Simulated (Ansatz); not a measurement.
Ni16O17 (cell with a defect)

Input

```
crystal:
  lattice:
    - [-4.2163272195, -4.2163272195, 4.2163272195]
    - [4.2163272195, -4.2163272195, -4.2163272195]
    - [4.2163272195, 4.2163272195, 4.2163272195]
  atoms:
    - { symbol: Ni, position: [0.25, 0.5, 0.25], spin: 1.6 }
    - { symbol: Ni, position: [0.0, 0.5, 0.5], spin: 1.6 }
    - { symbol: Ni, position: [0.5, 0.25, 0.25], spin: 1.6 }
    - { symbol: Ni, position: [0.25, 0.25, 0.5], spin: 1.6 }
    - { symbol: Ni, position: [0.0, 0.25, 0.75], spin: 1.6 }
    - { symbol: Ni, position: [0.75, 0.5, 0.75], spin: 1.6 }
    - { symbol: Ni, position: [0.5, 0.5, 0.0], spin: 1.6 }
    - { symbol: Ni, position: [0.0, 0.75, 0.25], spin: 1.6 }
    - { symbol: Ni, position: [0.75, 0.0, 0.25], spin: 1.6 }
    - { symbol: Ni, position: [0.5, 0.0, 0.5], spin: 1.6 }
    - { symbol: Ni, position: [0.25, 0.0, 0.75], spin: 1.6 }
    - { symbol: Ni, position: [0.0, 0.0, 0.0], spin: 1.6 }
    - { symbol: Ni, position: [0.75, 0.25, 0.0], spin: 1.6 }
    - { symbol: Ni, position: [0.75, 0.75, 0.5], spin: 1.6 }
    - { symbol: Ni, position: [0.5, 0.75, 0.75], spin: 1.6 }
    - { symbol: Ni, position: [0.25, 0.75, 0.0], spin: 1.6 }
    - { symbol: O, position: [0.25, 0.75, 0.5], spin: 0.32 }
    - { symbol: O, position: [0.0, 0.75, 0.75], spin: 0.32 }
    - { symbol: O, position: [0.5, 0.5, 0.5], spin: 0.32 }
    - { symbol: O, position: [0.25, 0.5, 0.75], spin: 0.32 }
    - { symbol: O, position: [0.0, 0.5, 0.0], spin: 0.32 }
    - { symbol: O, position: [0.75, 0.75, 0.0], spin: 0.32 }
    - { symbol: O, position: [0.5, 0.75, 0.25], spin: 0.32 }
    - { symbol: O, position: [0.0, 0.0, 0.5], spin: 0.32 }
    - { symbol: O, position: [0.75, 0.25, 0.5], spin: 0.32 }
    - { symbol: O, position: [0.5, 0.25, 0.75], spin: 0.32 }
    - { symbol: O, position: [0.25, 0.25, 0.0], spin: 0.32 }
    - { symbol: O, position: [0.0, 0.25, 0.25], spin: 0.32 }
    - { symbol: O, position: [0.75, 0.5, 0.25], spin: 0.32 }
    - { symbol: O, position: [0.75, 0.0, 0.75], spin: 0.32 }
    - { symbol: O, position: [0.5, 0.0, 0.0], spin: 0.32 }
    - { symbol: O, position: [0.25, 0.0, 0.25], spin: 0.32 }
    - { symbol: O, position: [0.0, 0.0, 0.25] }
basis:
  ecutwfc: 420
  xc_grid: 2
kpoints:
  mp_grid: { grid: [5, 5, 5], shift: [0.0, 0.0, 0.0] }
hamiltonian:
  xc: pbe
scf:
  occupations: { method: gaussian, width: 0.1 }
output:
  forces: true
  stress: false
  eigenvalues: true
  populations: true
  write_density: true
  write_potential: true
  elf: true
  volumetric_format: npy
magnetization:
  spin_polarized: true
relax:
  adjacent_minimum: "off"
  f_tol: 0.025
  max_steps: 45
```

Run with:

```sh
ansatz run input.yaml --threads 4 --pin off --max-ram 10240MiB --backend cpu --events-out ev --progress --plain --runs-dir out
```

The fields are those of the run's last geometry, not of the input's.

The SCF solution may not be the lowest one; the program warned that another magnetic order may lie lower and a starting moment wasn't kept; spin-polarised.

Computed with Ansatz, DFT PBE, scalar-relativistic, plane waves, PAW.

Core electrons are frozen (PAW), and the valence fields are smoothed inside the atomic spheres.

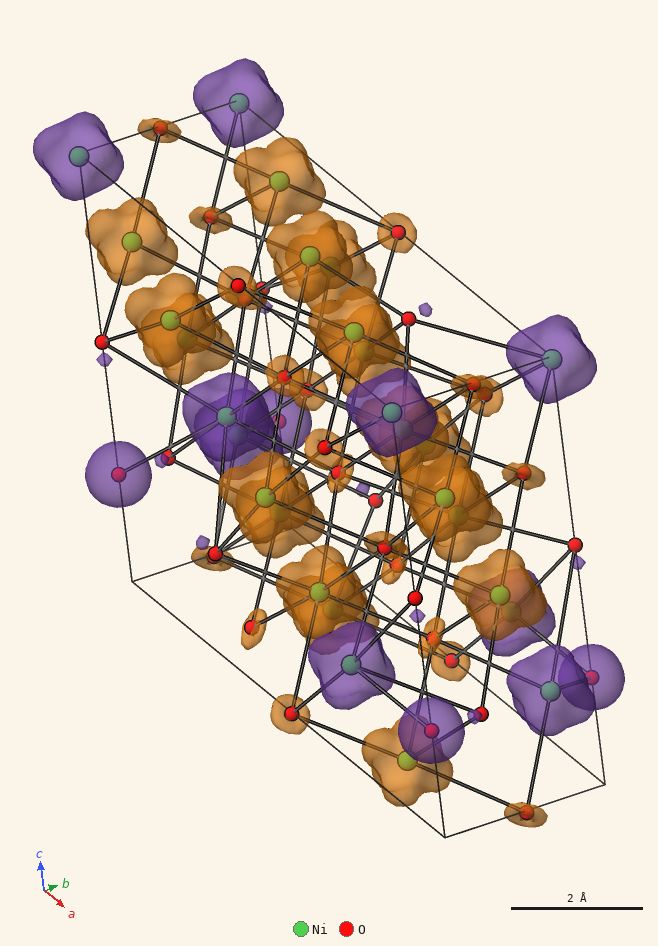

Figure 1. Isosurfaces of the magnetisation density (up minus down) at +0.3 (orange) and −0.3 e/Å³ (purple), seen slightly off an axis. Sticks mark near contacts.

Describe the spin distribution.

Answer. The spin density sits on Ni: +1.3 μB (×12) and −1.4 μB (×4); O: −0.5 μB in one cell of 33 atoms, with smaller moments on other sites: O (up to +0.15 μB): ferrimagnetic (opposed moments on unlike sites) in this solution. The cell of the calculation (33 atoms) carries 11.9 μB of net spin moment.

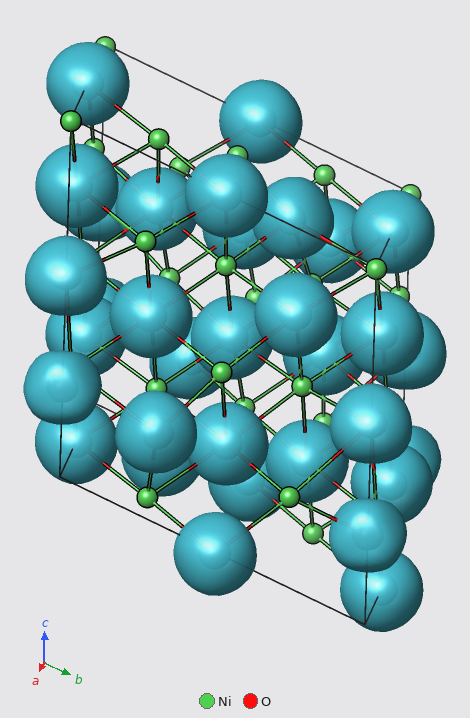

Figure 2. Isosurface of the electron localisation function at 0.65 (cyan), seen at an oblique angle. Core shells and regions of very low density are left out. Sticks mark near contacts.

What do the ELF domains correspond to?

Answer. At this value the surface marks out 17 regions wrapped around O (the valence shell of each), counted in one cell of 33 atoms. Any copies at cell faces, edges or corners count once. Along the contacts the grid gives the following. Ni–O (1.88 Å): the ELF peaks at about 0.85 in the valence shell of O, 0.6 Å from its nucleus, and is about 0.25 at the midpoint (no localised pair shows between them). Ni–O (1.94 Å): the ELF peaks at about 0.80 in the valence shell of O, 0.6 Å from its nucleus, and is about 0.20 at the midpoint (no localised pair shows between them).

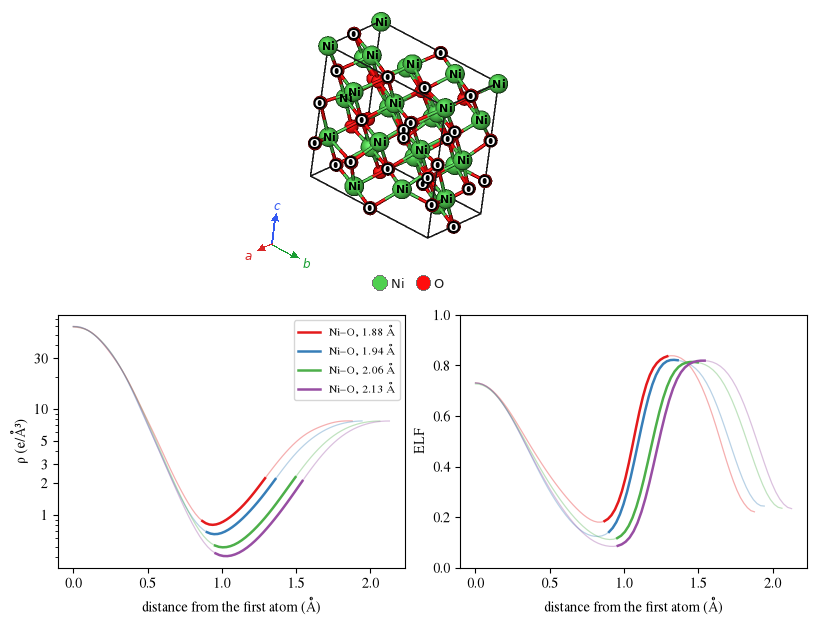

Figure 3. Valence electron density and ELF along straight lines between neighbouring atoms. Thin, pale parts lie inside the atomic spheres. The structure is drawn too.

What can be read from the curves?

Answer. Ni–O (1.88 Å): ρ at the midpoint is about 0.8 e/Å³; the ELF peaks at about 0.85 in the valence shell of O, 0.6 Å from its nucleus, and is about 0.25 at the midpoint; no localised pair shows between them.
Ni–O (1.94 Å): ρ is about 0.66 e/Å³ halfway; the ELF peaks at about 0.80 in the valence shell of O, 0.6 Å from its nucleus, and is about 0.20 at the midpoint: no shared electron pair shows on this line.
Ni–O (2.06 Å): ρ at the midpoint is about 0.5 e/Å³; the ELF peaks at about 0.80 in the valence shell of O, 0.6 Å from its nucleus, and is about 0.15 at the midpoint (no shared electron pair shows on this line).
Ni–O (2.13 Å): ρ at the midpoint is about 0.41 e/Å³; the ELF peaks at about 0.80 in the valence shell of O, 0.6 Å from its nucleus, and is about 0.15 at the midpoint (no shared electron pair shows on this line).
